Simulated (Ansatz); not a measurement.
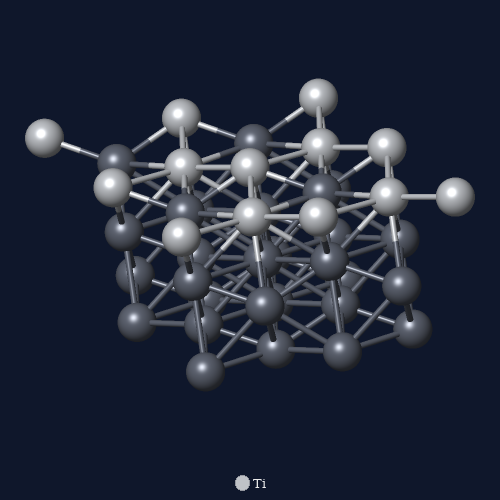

The system is Si on a Ti(101) slab cut from the P6/mmm phase, its upper half relaxed before the scan (9 atoms of substrate and one adsorbate in a 1 × 1 cell); the picture shows it without the atoms that are moved over the map. 
- Si is moved over the surface cell at a fixed height above a rigid substrate; the origin of the map has the adsorbate above Ti9; the height is held at 3.10 Å.
- Places are given modulo a cell vector. The map is drawn in real space over the plane of the surface.
- Grid: 4 × 4 points.
- Energies: meV, counted from the lowest grid point.
- The runs have no spin polarisation, so an open-shell adsorbate far from the surface lies too high. With one adsorbate in each 1 × 1 cell, its nearest image is 4.5 Å away, so neighbouring adsorbates interact. At a fixed height the lowest place need not be the adsorption site.
- These are results of Ansatz 0.2.0, DFT PBE+D3(BJ), scalar-relativistic, plane waves, PAW, not measurements. Settings: cutoff 420 eV, k-mesh 7×6×1, gaussian smearing 0.1 eV, no spin polarisation.

Range: position of Si10 along the first surface vector from 0.00 to 0.75; position of Si10 along the second surface vector from 0.00 to 0.75.

Predict the map.

Answer. The lowest grid point is at (0/4, 3/4) of the cell vectors [nearest 1 Ti at 3.37 Å]. The highest grid point, (1/4, 2/4) of the cell vectors [nearest 1 Ti at 3.92 Å], lies 188 meV above the lowest. At the lowest point the adsorbate has 1 Ti at 3.37 Å as nearest neighbours, at the highest 1 Ti at 3.92 Å.

| second ↓, first → | 0/4 | 1/4 | 2/4 | 3/4 |
| --- | --- | --- | --- | --- |
| 3/4 | 0 | 45 | 46 | 1 |
| 2/4 | 138 | 188 | 140 | 124 |
| 1/4 | 159 | 160 | 157 | 157 |
| 0/4 | 62 | 32 | 66 | 32 |

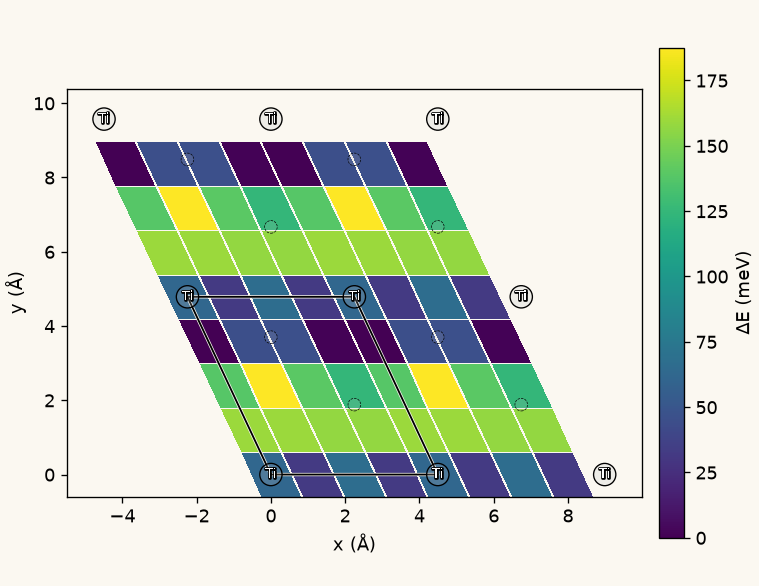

The picture shows one coloured cell a grid point, labelled circles for the atoms of the top layer and small ones for the second layer, the outline of one cell of the 2 × 2 shown.

Each point was launched as `ansatz run input.yaml --threads 2 --pin off --max-ram 6144MiB --backend cpu --events-out ev --progress --plain --runs-dir out`. The whole map (16 points run) took 19 min on 2 threads of Intel(R) Xeon(R) 6975P-C (Granite Rapids), on a shared host.

PAW datasets: the set soft_1.
